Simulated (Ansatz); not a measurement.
```
Zr S
1.0
     3.63511    0.00000    0.00000
    -1.81755    3.14810    0.00000
     0.00000    0.00000    5.72040
Zr S
1 2
Cartesian
  0.0000 0.0000 0.0000
  1.8176 1.0494 4.2602
  0.0000 2.0987 1.4602
```

Space group P-3m1; a structure from a database of computed crystals, not necessarily the ambient phase; computed pressure about 3 GPa in this cell.

Computed with Ansatz, DFT r2SCAN, scalar-relativistic, plane waves, PAW.

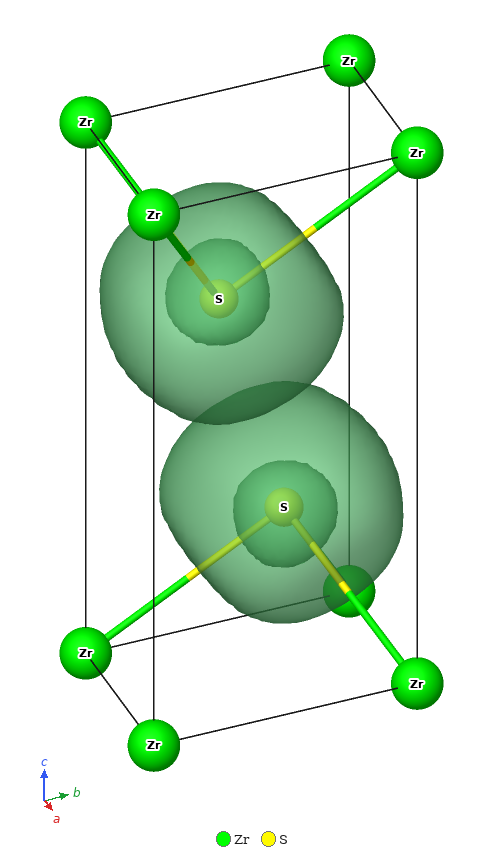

ZrS₂. Isosurface of the electron localisation function at 0.7 (green), seen slightly off an axis. Only the valence region is drawn (cores and ρ < 0.01 e/Å³ removed). Sticks mark near contacts.

Core electrons are frozen (PAW), and the valence fields are smoothed inside the atomic spheres.

> Describe the localisation domains.

The surface consists of two regions wrapped around S (the valence shell of each), counted in one cell of 3 atoms. Regions shared between cells count once. Profiles from the grid: Zr–S (2.56 Å): the ELF peaks at about 0.85 in the valence shell of S, 0.8 Å from its nucleus, and is about 0.40 at the midpoint.
